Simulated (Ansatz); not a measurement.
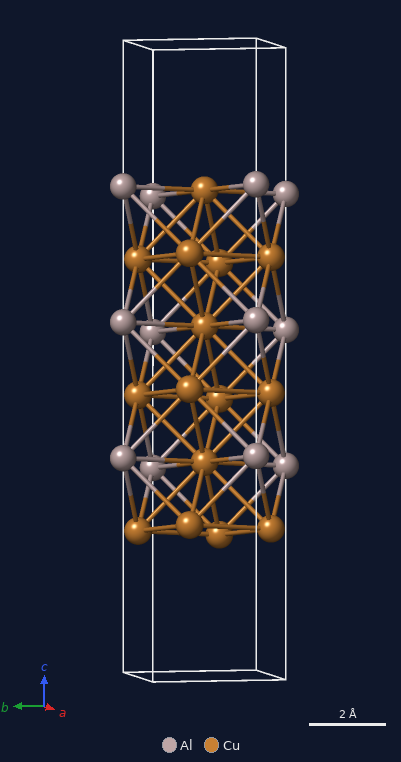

Ball-and-stick representation of a periodic structure, projected from a general direction. One simulation cell is framed, with atoms on its boundary repeated.

What is this?

The solid is AlCu3. Atoms per cell: 12 (3 Al, 9 Cu). Al takes three kinds of site: 1a with twelve Cu in a cuboctahedral arrangement at about 2.6 Å; 1a with twelve Cu in a cuboctahedral arrangement at about 2.6 Å; 1a with eight Cu at about 2.6 Å. Counting contacts within bonding distance, the coordination numbers are Cu 8 to 12 (mean 10.7). The bonds build AlCu3 layers parallel to (001).

The structure was taken from a structure listed in the Materials Project. The cell was then strained or its atoms displaced on purpose. A calculation with Ansatz used it as input.
